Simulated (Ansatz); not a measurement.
Mo (slab)

The calculation's input:

```
crystal:
  lattice:
    - [2.6944861595, 0.0, 0.0]
    - [-0.8981620532, 2.5403859136, 0.0]
    - [0.0, 0.0, 26.000193683]
  atoms:
    - { symbol: Mo, position: [0.5, 0.5, 0.2884593896] }
    - { symbol: Mo, position: [0.0, 0.0, 0.3730756338] }
    - { symbol: Mo, position: [0.5, 0.5, 0.4576918779] }
    - { symbol: Mo, position: [0.0, 0.0, 0.5423081221] }
    - { symbol: Mo, position: [0.5, 0.5, 0.6269243662] }
    - { symbol: Mo, position: [0.0, 0.0, 0.7115406104] }
basis:
  ecutwfc: 420
kpoints:
  mp_grid: { grid: [14, 14, 1] }
hamiltonian:
  xc: lda
scf:
  occupations: { method: gaussian, width: 0.1 }
output:
  forces: true
  stress: true
  eigenvalues: true
  write_density: true
  write_potential: true
  elf: true
  volumetric_format: npy
efield:
  axis: 3
  dipole_correction: true
```

Command:

```sh
ansatz run input.yaml --threads 1 --pin off --max-ram 2560MiB --backend cpu --events-out ev --progress --plain --runs-dir out
```

Not relaxed (largest force 0.7 eV/Å); computed without spin polarisation.

Level of theory: DFT LDA, scalar-relativistic, plane waves, PAW in Ansatz.

Predict the valence pseudo-density and electron localisation function between the atoms.

Answer. Mo–Mo (2.69 Å): the density is about 0.4 e/Å³ at the midpoint; the ELF is about 0.30 at the midpoint; no localised pair shows between them.

Does the calculation give a band gap?

Answer. It is gapless in this calculation (a metal or semimetal).

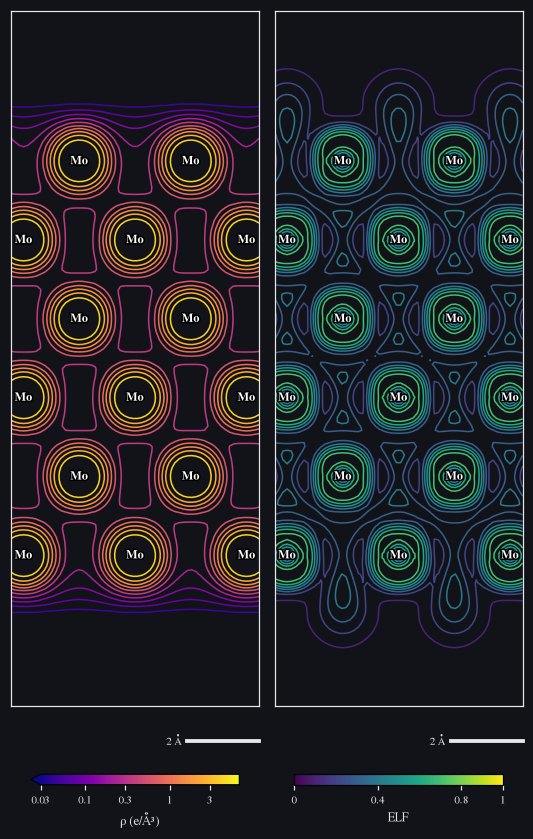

Computed valence pseudo-density and electron localisation function on the (11̄0) plane of the calculation cell, a cut from vacuum to vacuum, in this order. 
